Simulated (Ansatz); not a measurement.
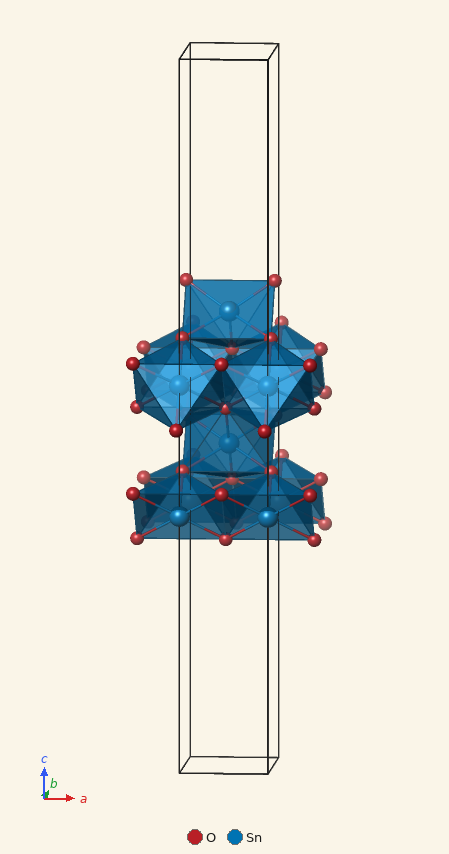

The crystal in a polyhedral representation, seen from the side at a slight tilt. The simulation cell is drawn as a box. Some neighbours outside the box are added.

SnO2, a = 3.21 Å, b = 4.77 Å, c = 26.00 Å, α = 90.00°, β = 90.00°, γ = 90.00°.

Method used: DFT PBEsol, scalar-relativistic, plane waves, PAW (Ansatz 0.2.0). It ran with a kinetic-energy cutoff of 420 eV, k-point mesh 8×6×1, Gaussian smearing of 0.05 eV, no spin polarisation.

What is the band gap, if any?

Answer. A semiconductor at this level, with a gap of 1.38 eV on the k-mesh (the true edges may lie between mesh points, so the gap can be somewhat smaller).

Origin of the cell: a structure listed in the Materials Project, from which a slab was cut. The atoms were relaxed in a fixed cell with DFT PBEsol, scalar-relativistic, plane waves, PAW in Ansatz, but for six held in place.

At this level of theory the cell isn't at rest (forces up to 2.3 eV/Å), so its distances can differ from those at equilibrium, the more so the softer the solid.
